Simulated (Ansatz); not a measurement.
Run report: Si, geometry relaxation (part 1 of 2)

- system: Si (Cmme, 8 atoms in the cell)
- method: DFT PBE, scalar-relativistic, plane waves, PAW, no spin polarisation (Ansatz 0.2.0)

The structure was made by a generator, so it may or may not be a known phase.

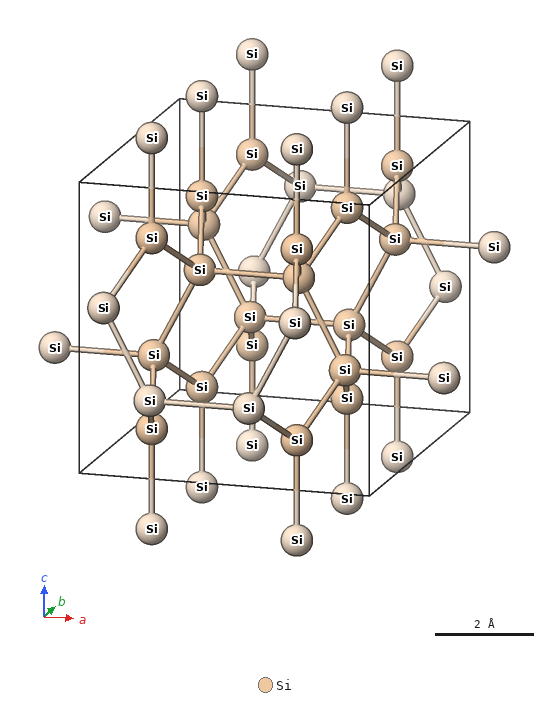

The input geometry (ball-and-stick view of the cell 2 times as large as that of the calculation, set on its symmetry axes, seen slightly off an axis; neighbours outside the cell are drawn fainter). Near neighbours in the crystal (not all of them lie inside the picture): Si has 3 Si at 2.13 Å; Si has 4 Si at 2.13 to 2.14 Å.

## Input file
```yaml
crystal:
  lattice:
    - [3.12717723, -3.52375703, 0.0]
    - [3.12717723, 3.52375703, 0.0]
    - [0.0, 0.0, 6.19873982]
  atoms:
    - { symbol: Si, position: [0.75, 0.75, 0.82809352] }
    - { symbol: Si, position: [0.75, 0.75, 0.17190648] }
    - { symbol: Si, position: [0.25, 0.25, 0.82809352] }
    - { symbol: Si, position: [0.25, 0.25, 0.17190648] }
    - { symbol: Si, position: [0.92037864, 0.42037864, 0.34692396] }
    - { symbol: Si, position: [0.07962136, 0.57962136, 0.65307604] }
    - { symbol: Si, position: [0.57962136, 0.07962136, 0.34692396] }
    - { symbol: Si, position: [0.42037864, 0.92037864, 0.65307604] }
basis:
  ecutwfc: 420
kpoints:
  mp_grid: { grid: [4, 4, 4] }
hamiltonian:
  xc: pbe
scf:
  occupations: { method: gaussian, width: 0.1 }
  lower_state_search: "off"
output:
  forces: true
  stress: true
  eigenvalues: true
relax:
  adjacent_minimum: "off"
  f_tol: 0.04
  max_steps: 70
  cell: { stress_tol: 0.4 }
```

Hardware: 1 thread of AMD EPYC (Zen 5), 16 GiB of memory available, shared host.

Launch command:
```bash
ansatz run input.yaml --threads 1 --pin off --max-ram 2560MiB --backend cpu --events-out ev --progress --plain --runs-dir out
```

## Output
```
Engine: ansatz 0.2.0, x86_64-unknown-linux-gnu
Pseudopotentials: kind: paw
Pseudopotential: Si, paw, valence charge 4, recommended cutoff 420 eV (normal), Si.paw.azcp
Functional definition: PBE
  parameter kappa = 0.804
  parameter beta = 0.06672455060314922
  exchange = pbe_x(kappa = kappa, mu = beta*pi^2/3)
  correlation = pbe_c(beta = beta)
Crystal: 8 atoms, lattice volume = 136.613 Å³
Basis set: ecut = 420 eV, 2653 PW (Γ), exchange–correlation on 64×64×90 points (8 copies of the dense FFT grid, shifted against one another)
Bands: 24, of which v1, the nominal top of the filled ones, is band 16 counted from 1 (15 counted from 0)
Symmetry: 8 space group operations
Space group: Cmme (ITA 67), of the structure as read, at distance tolerance 5.2e-5 Å
k-points: 21 of 64
Non-local potential: Si, projectors of the file, l = 0: 2, l = 1: 2, l = 2: 2
PAW form: soft (Blöchl's): semilocal exchange-correlation on the pseudo side does not see the compensation charge
PAW one-centre angular grid: Si, 110 points (default); XC on 64 Gauss nodes
Initial density: superposition of atomic densities (neutral atoms: chi_scale 0, normalization atom), corrected by the library's trained network
Initial wavefunctions: pseudopotential atomic-orbital guess
Functional: x = pbe(κ = 0.804, μ = 0.2195149727645171), c = pbe(β = 0.06672455060314922)
SCF iter   1: F=—  HF=-5079.733356 eV  |F-HF|=—  |Δ(HF+E_count)|=         —  Δρ=3.32e-3  dr2=2.89e-2  ethr=1.77e-3  ⟨swp⟩=7.6  Hψ=3113  notcnv=0  defer=1
preconditioner: auto → Kerker (q_TF=auto, 2.142 Å⁻¹)  [metal: Δε(μ)=0.026 eV  Ē_g=8.306 eV  σ=0.100 eV  W_gap=0.15  n_scr=24 (ndim 8)  ℏωp=18.0 eV  f_vac=0.000  D(μ)=5.48/eV (n_scr^D=40)]
SCF iter   2: F=—  HF=-5079.729205 eV  |F-HF|=—  |Δ(HF+E_count)|=   4.15e-3  Δρ=1.99e-3  dr2=9.82e-3  ethr=9.03e-5  ⟨swp⟩=1.0  Hψ=673  notcnv=0  defer=1
SCF iter   3: F=—  HF=-5079.727109 eV  |F-HF|=—  |Δ(HF+E_count)|=   2.10e-3  Δρ=3.97e-4  dr2=3.39e-4  ethr=3.07e-5  ⟨swp⟩=2.9  Hψ=834  notcnv=0  defer=1
SCF iter   4: F=—  HF=-5079.727244 eV  |F-HF|=—  |Δ(HF+E_count)|=   1.34e-4  Δρ=1.12e-4  dr2=2.88e-5  ethr=1.06e-6  ⟨swp⟩=2.5  Hψ=809  notcnv=0  defer=1
SCF iter   5: F=—  HF=-5079.727212 eV  |F-HF|=—  |Δ(HF+E_count)|=   3.11e-5  Δρ=2.41e-5  dr2=1.37e-6  ethr=9.01e-8  ⟨swp⟩=2.2  Hψ=788  notcnv=0  defer=1
SCF iter   6: F=-5079.727214 eV  HF=-5079.727214 eV  |F-HF|=2.51e-8  |Δ(HF+E_count)|=   1.46e-6  Δρ=4.93e-6  dr2=6.13e-8  ethr=3.13e-10  ⟨swp⟩=8.0  Hψ=2923  notcnv=0
SCF 1 converged in 6 iterations: F = -5079.727214 eV  dr2 = 6.13e-8
  greatest PAW one-centre occupation: 0.675 electrons in one spin orbital (limit 2), on the Si atom at site 7 (counted from 0), in its partial waves of l = 0
relax step   1: F+E_penalty+E_count = -5079.72721390 eV  Δ(F+E_penalty+E_count) = +0.000e0 eV  max|allowed force component| = 9.359e-1 eV/Å  Δτ_max = 0.0000 Å  P = +34.944 GPa  Ω = 136.613 Å³  (6 SCF iters, dr2 threshold 1.00e-7 eV, accepted)
Crystal: 8 atoms, lattice volume = 152.090 Å³
Basis set: ecut = 420 eV, 2987 PW (Γ), exchange–correlation on 64×64×90 points (8 copies of the dense FFT grid, shifted against one another)
Initial density: handed on by an earlier stage of this run
Initial wavefunctions: those handed on with the density
iter 1 solved again at ethr=7.00e-4 eV; its pass at ethr=3.10e-3 eV (dr2=2.24e-1 eV) is discarded
SCF iter   1: F=—  HF=-5082.520535 eV  |F-HF|=—  |Δ(HF+E_count)|=         —  Δρ=9.30e-3  dr2=2.22e-1  ethr=7.00e-4  ⟨swp⟩=1.0  Hψ=3235  notcnv=0
preconditioner: auto → Kerker (q_TF=auto, 2.104 Å⁻¹)  [metal: Δε(μ)=0.100 eV  Ē_g=7.910 eV  σ=0.100 eV  W_gap=0.45  n_scr=24 (ndim 8)  ℏωp=17.0 eV  f_vac=0.000  D(μ)=5.57/eV (n_scr^D=36)]
SCF iter   2: F=—  HF=-5082.467697 eV  |F-HF|=—  |Δ(HF+E_count)|=   5.28e-2  Δρ=5.51e-3  dr2=8.22e-2  ethr=6.93e-4  ⟨swp⟩=1.0  Hψ=504  notcnv=0
SCF iter   3: F=—  HF=-5082.444160 eV  |F-HF|=—  |Δ(HF+E_count)|=   2.35e-2  Δρ=1.00e-3  dr2=2.44e-3  ethr=2.57e-4  ⟨swp⟩=2.8  Hψ=840  notcnv=0
SCF iter   4: F=—  HF=-5082.445695 eV  |F-HF|=—  |Δ(HF+E_count)|=   1.53e-3  Δρ=2.52e-4  dr2=1.83e-4  ethr=7.63e-6  ⟨swp⟩=2.4  Hψ=823  notcnv=0
SCF iter   5: F=—  HF=-5082.445746 eV  |F-HF|=—  |Δ(HF+E_count)|=   5.07e-5  Δρ=6.41e-5  dr2=8.00e-6  ethr=5.71e-7  ⟨swp⟩=2.0  Hψ=838  notcnv=0
SCF iter   6: F=-5082.445761 eV  HF=-5082.445761 eV  |F-HF|=3.88e-7  |Δ(HF+E_count)|=   1.46e-5  Δρ=1.20e-5  dr2=3.88e-7  ethr=2.50e-9  ⟨swp⟩=8.2  Hψ=2737  notcnv=0
SCF 2 converged in 6 iterations: F = -5082.445761 eV  dr2 = 3.88e-7
  greatest PAW one-centre occupation: 0.656 electrons in one spin orbital (limit 2), on the Si atom at site 3 (counted from 0), in its partial waves of l = 0
relax step   2: F+E_penalty+E_count = -5082.44576098 eV  Δ(F+E_penalty+E_count) = -2.719e0 eV  max|allowed force component| = 4.791e-1 eV/Å  Δτ_max = 0.0296 Å  P = +15.280 GPa  Ω = 152.090 Å³  energy of the carried Pulay correction = -2.622e-3 eV  (6 SCF iters, dr2 threshold 8.00e-7 eV, accepted)
Crystal: 8 atoms, lattice volume = 162.948 Å³
Basis set: ecut = 420 eV, 3185 PW (Γ), exchange–correlation on 64×64×90 points (8 copies of the dense FFT grid, shifted against one another)
iter 1 solved again at ethr=3.80e-4 eV; its pass at ethr=3.10e-3 eV (dr2=1.22e-1 eV) is discarded
SCF iter   1: F=—  HF=-5083.519487 eV  |F-HF|=—  |Δ(HF+E_count)|=         —  Δρ=7.16e-3  dr2=1.21e-1  ethr=3.80e-4  ⟨swp⟩=1.1  Hψ=3355  notcnv=0
preconditioner: auto → Kerker (q_TF=auto, 2.080 Å⁻¹)  [metal: Δε(μ)=0.034 eV  Ē_g=7.645 eV  σ=0.100 eV  W_gap=0.18  n_scr=24 (ndim 8)  ℏωp=16.5 eV  f_vac=0.000  D(μ)=3.67/eV (n_scr^D=24)]
SCF iter   2: F=—  HF=-5083.494656 eV  |F-HF|=—  |Δ(HF+E_count)|=   2.48e-2  Δρ=4.22e-3  dr2=4.36e-2  ethr=3.77e-4  ⟨swp⟩=1.0  Hψ=504  notcnv=0
SCF iter   3: F=—  HF=-5083.483950 eV  |F-HF|=—  |Δ(HF+E_count)|=   1.07e-2  Δρ=6.32e-4  dr2=1.13e-3  ethr=1.36e-4  ⟨swp⟩=2.6  Hψ=833  notcnv=0
SCF iter   4: F=—  HF=-5083.484746 eV  |F-HF|=—  |Δ(HF+E_count)|=   7.96e-4  Δρ=1.73e-4  dr2=9.85e-5  ethr=3.55e-6  ⟨swp⟩=2.4  Hψ=846  notcnv=0
SCF iter   5: F=—  HF=-5083.484791 eV  |F-HF|=—  |Δ(HF+E_count)|=   4.53e-5  Δρ=4.34e-5  dr2=4.02e-6  ethr=3.08e-7  ⟨swp⟩=2.0  Hψ=842  notcnv=0
SCF iter   6: F=-5083.484799 eV  HF=-5083.484799 eV  |F-HF|=2.20e-7  |Δ(HF+E_count)|=   8.30e-6  Δρ=7.89e-6  dr2=1.26e-7  ethr=2.50e-9  ⟨swp⟩=8.3  Hψ=2690  notcnv=0
SCF 3 converged in 6 iterations: F = -5083.484799 eV  dr2 = 1.26e-7
  greatest PAW one-centre occupation: 0.648 electrons in one spin orbital (limit 2), on the Si atom at site 3 (counted from 0), in its partial waves of l = 0
relax step   3: F+E_penalty+E_count = -5083.48479945 eV  Δ(F+E_penalty+E_count) = -1.039e0 eV  max|allowed force component| = 1.773e-1 eV/Å  Δτ_max = 0.0505 Å  P = +5.029 GPa  Ω = 162.948 Å³  energy of the carried Pulay correction = -4.300e-3 eV  (6 SCF iters, dr2 threshold 8.00e-7 eV, accepted)
Crystal: 8 atoms, lattice volume = 164.946 Å³
Basis set: ecut = 420 eV, 3241 PW (Γ), exchange–correlation on 64×64×90 points (8 copies of the dense FFT grid, shifted against one another)
iter 1 solved again at ethr=2.56e-4 eV; its pass at ethr=3.10e-3 eV (dr2=8.18e-2 eV) is discarded
SCF iter   1: F=—  HF=-5083.809595 eV  |F-HF|=—  |Δ(HF+E_count)|=         —  Δρ=6.37e-3  dr2=8.06e-2  ethr=2.56e-4  ⟨swp⟩=1.1  Hψ=3295  notcnv=0
preconditioner: auto → Kerker (q_TF=auto, 2.076 Å⁻¹)  [metal: Δε(μ)=0.067 eV  Ē_g=7.536 eV  σ=0.100 eV  W_gap=0.37  n_scr=22 (ndim 8)  ℏωp=16.4 eV  f_vac=0.000  D(μ)=1.64/eV (n_scr^D=6)]
SCF iter   2: F=—  HF=-5083.798701 eV  |F-HF|=—  |Δ(HF+E_count)|=   1.09e-2  Δρ=3.70e-3  dr2=2.67e-2  ethr=2.52e-4  ⟨swp⟩=1.0  Hψ=504  notcnv=0
SCF iter   3: F=—  HF=-5083.794132 eV  |F-HF|=—  |Δ(HF+E_count)|=   4.57e-3  Δρ=3.28e-4  dr2=2.29e-4  ethr=8.33e-5  ⟨swp⟩=2.7  Hψ=856  notcnv=0
SCF iter   4: F=—  HF=-5083.794372 eV  |F-HF|=—  |Δ(HF+E_count)|=   2.40e-4  Δρ=9.19e-5  dr2=2.65e-5  ethr=7.15e-7  ⟨swp⟩=2.7  Hψ=844  notcnv=0
SCF iter   5: F=—  HF=-5083.794398 eV  |F-HF|=—  |Δ(HF+E_count)|=   2.66e-5  Δρ=2.66e-5  dr2=2.01e-6  ethr=8.27e-8  ⟨swp⟩=2.0  Hψ=829  notcnv=0
SCF iter   6: F=-5083.794402 eV  HF=-5083.794402 eV  |F-HF|=8.98e-8  |Δ(HF+E_count)|=   3.18e-6  Δρ=5.33e-6  dr2=6.91e-8  ethr=2.50e-9  ⟨swp⟩=7.9  Hψ=2630  notcnv=0
SCF 4 converged in 6 iterations: F = -5083.794402 eV  dr2 = 6.91e-8
  greatest PAW one-centre occupation: 0.646 electrons in one spin orbital (limit 2), on the Si atom at site 3 (counted from 0), in its partial waves of l = 0
relax step   4: F+E_penalty+E_count = -5083.79440168 eV  Δ(F+E_penalty+E_count) = -3.096e-1 eV  max|allowed force component| = 1.045e-1 eV/Å  Δτ_max = 0.0773 Å  P = +0.875 GPa  Ω = 164.946 Å³  energy of the carried Pulay correction = -4.596e-3 eV  (6 SCF iters, dr2 threshold 8.00e-7 eV, accepted)
Crystal: 8 atoms, lattice volume = 166.203 Å³
iter 1 solved again at ethr=3.95e-6 eV; its pass at ethr=3.10e-3 eV (dr2=1.26e-3 eV) is discarded
SCF iter   1: F=—  HF=-5083.803641 eV  |F-HF|=—  |Δ(HF+E_count)|=         —  Δρ=1.01e-3  dr2=1.60e-3  ethr=3.95e-6  ⟨swp⟩=2.3  Hψ=3139  notcnv=0
preconditioner: auto → Kerker (q_TF=auto, 2.073 Å⁻¹)  [metal: Δε(μ)=0.064 eV  Ē_g=7.519 eV  σ=0.100 eV  W_gap=0.34  n_scr=22 (ndim 8)  ℏωp=16.3 eV  f_vac=0.000  D(μ)=1.20/eV (n_scr^D=2)]
SCF iter   2: F=—  HF=-5083.803483 eV  |F-HF|=—  |Δ(HF+E_count)|=   1.58e-4  Δρ=6.01e-4  dr2=5.98e-4  ethr=3.95e-6  ⟨swp⟩=1.0  Hψ=504  notcnv=0
SCF iter   3: F=—  HF=-5083.803623 eV  |F-HF|=—  |Δ(HF+E_count)|=   1.40e-4  Δρ=7.18e-5  dr2=1.48e-5  ethr=1.87e-6  ⟨swp⟩=2.3  Hψ=851  notcnv=0
SCF iter   4: F=—  HF=-5083.803634 eV  |F-HF|=—  |Δ(HF+E_count)|=   1.10e-5  Δρ=2.08e-5  dr2=1.04e-6  ethr=4.62e-8  ⟨swp⟩=2.4  Hψ=808  notcnv=0
SCF iter   5: F=-5083.803636 eV  HF=-5083.803635 eV  |F-HF|=1.01e-7  |Δ(HF+E_count)|=   1.49e-6  Δρ=4.93e-6  dr2=5.07e-8  ethr=2.50e-9  ⟨swp⟩=6.3  Hψ=2348  notcnv=0
SCF 5 converged in 5 iterations: F = -5083.803636 eV  dr2 = 5.07e-8
  greatest PAW one-centre occupation: 0.645 electrons in one spin orbital (limit 2), on the Si atom at site 3 (counted from 0), in its partial waves of l = 0
relax step   5: F+E_penalty+E_count = -5083.80363559 eV  Δ(F+E_penalty+E_count) = -9.234e-3 eV  max|allowed force component| = 7.297e-2 eV/Å  Δτ_max = 0.0100 Å  P = +0.215 GPa  Ω = 166.203 Å³  energy of the carried Pulay correction = -4.780e-3 eV  (5 SCF iters, dr2 threshold 8.00e-7 eV, accepted)
Crystal: 8 atoms, lattice volume = 167.052 Å³
Basis set: ecut = 420 eV, 3245 PW (Γ), exchange–correlation on 64×64×90 points (8 copies of the dense FFT grid, shifted against one another)
iter 1 solved again at ethr=1.75e-6 eV; its pass at ethr=3.10e-3 eV (dr2=5.62e-4 eV) is discarded
SCF iter   1: F=—  HF=-5083.803673 eV  |F-HF|=—  |Δ(HF+E_count)|=         —  Δρ=5.33e-4  dr2=6.91e-4  ethr=1.75e-6  ⟨swp⟩=2.8  Hψ=2998  notcnv=0
preconditioner: auto → Kerker (q_TF=auto, 2.071 Å⁻¹)  [metal: Δε(μ)=0.032 eV  Ē_g=7.504 eV  σ=0.100 eV  W_gap=0.17  n_scr=24 (ndim 8)  ℏωp=16.3 eV  f_vac=0.000  D(μ)=1.34/eV (n_scr^D=2)]
SCF iter   2: F=—  HF=-5083.803539 eV  |F-HF|=—  |Δ(HF+E_count)|=   1.34e-4  Δρ=2.99e-4  dr2=2.14e-4  ethr=1.75e-6  ⟨swp⟩=1.0  Hψ=504  notcnv=0
SCF iter   3: F=—  HF=-5083.803656 eV  |F-HF|=—  |Δ(HF+E_count)|=   1.17e-4  Δρ=4.09e-5  dr2=4.96e-6  ethr=6.68e-7  ⟨swp⟩=2.7  Hψ=850  notcnv=0
SCF iter   4: F=-5083.803659 eV  HF=-5083.803659 eV  |F-HF|=3.39e-7  |Δ(HF+E_count)|=   2.69e-6  Δρ=1.12e-5  dr2=3.08e-7  ethr=1.04e-9  ⟨swp⟩=5.1  Hψ=2760  notcnv=0
SCF 6 converged in 4 iterations: F = -5083.803659 eV  dr2 = 3.08e-7
relax step   6: F+E_penalty+E_count = -5083.80365885 eV  Δ(F+E_penalty+E_count) = -2.326e-5 eV  max|allowed force component| = 7.096e-2 eV/Å  Δτ_max = 0.0065 Å  P = -0.130 GPa  Ω = 167.052 Å³  energy of the carried Pulay correction = -4.904e-3 eV  (4 SCF iters, dr2 threshold 3.33e-7 eV, accepted)
Crystal: 8 atoms, lattice volume = 166.622 Å³
iter 1 solved again at ethr=4.58e-7 eV; its pass at ethr=3.10e-3 eV (dr2=1.47e-4 eV) is discarded
SCF iter   1: F=—  HF=-5083.804562 eV  |F-HF|=—  |Δ(HF+E_count)|=         —  Δρ=2.89e-4  dr2=1.97e-4  ethr=4.58e-7  ⟨swp⟩=2.4  Hψ=2949  notcnv=0
preconditioner: auto → Kerker (q_TF=auto, 2.072 Å⁻¹)  [metal: Δε(μ)=0.042 eV  Ē_g=7.512 eV  σ=0.100 eV  W_gap=0.23  n_scr=22 (ndim 8)  ℏωp=16.3 eV  f_vac=0.000  D(μ)=1.29/eV (n_scr^D=2)]
SCF iter   2: F=—  HF=-5083.804698 eV  |F-HF|=—  |Δ(HF+E_count)|=   1.37e-4  Δρ=1.62e-4  dr2=6.06e-5  ethr=4.58e-7  ⟨swp⟩=1.4  Hψ=596  notcnv=0
SCF iter   3: F=—  HF=-5083.804684 eV  |F-HF|=—  |Δ(HF+E_count)|=   1.42e-5  Δρ=1.89e-5  dr2=9.39e-7  ethr=1.89e-7  ⟨swp⟩=2.7  Hψ=868  notcnv=0
SCF iter   4: F=-5083.804685 eV  HF=-5083.804685 eV  |F-HF|=6.11e-8  |Δ(HF+E_count)|=   3.70e-7  Δρ=4.47e-6  dr2=5.44e-8  ethr=9.84e-10  ⟨swp⟩=6.4  Hψ=2413  notcnv=0
SCF 7 converged in 4 iterations: F = -5083.804685 eV  dr2 = 5.44e-8
relax step   7: F+E_penalty+E_count = -5083.80468468 eV  Δ(F+E_penalty+E_count) = -1.026e-3 eV  max|allowed force component| = 3.331e-3 eV/Å  Δτ_max = 0.0031 Å  P = +0.011 GPa  Ω = 166.622 Å³  energy of the carried Pulay correction = -4.841e-3 eV  (4 SCF iters, dr2 threshold 3.15e-7 eV, accepted)
Basis set: ecut = 420 eV, 3245 PW (Γ), exchange–correlation on 72×72×96 points (8 copies of the dense FFT grid, shifted against one another)
Initial wavefunctions: pseudopotential atomic-orbital guess (no wavefunctions were taken with the density)
iter 1 solved again at ethr=1.32e-7 eV; its pass at ethr=3.10e-3 eV (dr2=4.22e-5 eV) is discarded
SCF iter   1: F=—  HF=-5083.833539 eV  |F-HF|=—  |Δ(HF+E_count)|=         —  Δρ=3.63e-4  dr2=2.27e-5  ethr=1.32e-7  ⟨swp⟩=3.1  Hψ=4417  notcnv=0
preconditioner: auto → Kerker (q_TF=auto, 2.072 Å⁻¹)  [metal: Δε(μ)=0.038 eV  Ē_g=7.511 eV  σ=0.100 eV  W_gap=0.21  n_scr=22 (ndim 8)  ℏωp=16.3 eV  f_vac=0.000  D(μ)=1.30/eV (n_scr^D=2)]
SCF iter   2: F=—  HF=-5083.833793 eV  |F-HF|=—  |Δ(HF+E_count)|=   2.53e-4  Δρ=1.94e-4  dr2=6.81e-6  ethr=7.09e-8  ⟨swp⟩=2.8  Hψ=885  notcnv=0
SCF iter   3: F=—  HF=-5083.833865 eV  |F-HF|=—  |Δ(HF+E_count)|=   7.20e-5  Δρ=5.41e-6  dr2=5.77e-8  ethr=2.13e-8  ⟨swp⟩=2.0  Hψ=845  notcnv=0
SCF iter   4: F=—  HF=-5083.833866 eV  |F-HF|=—  |Δ(HF+E_count)|=   1.77e-6  Δρ=1.32e-6  dr2=5.49e-9  ethr=1.60e-11  ⟨swp⟩=7.3  Hψ=2428  notcnv=0
SCF iter   5: F=-5083.833866 eV  HF=-5083.833866 eV  |F-HF|=9.46e-10  |Δ(HF+E_count)|=   5.75e-9  Δρ=4.95e-7  dr2=6.33e-10  ethr=1.60e-11  ⟨swp⟩=4.0  Hψ=1609  notcnv=0
SCF 8 converged in 5 iterations: F = -5083.833866 eV  dr2 = 6.33e-10
relax step   8: F+E_penalty+E_count = -5083.83386629 eV  Δ(F+E_penalty+E_count) = -2.918e-2 eV  max|allowed force component| = 2.601e-3 eV/Å  Δτ_max = 0.0000 Å  P = +0.191 GPa  Ω = 166.622 Å³  stress off target by 2.97e-1 GPa  SCF on the basis re-selected at this cell (its energy is not comparable with the rows above)  (5 SCF iters)
```
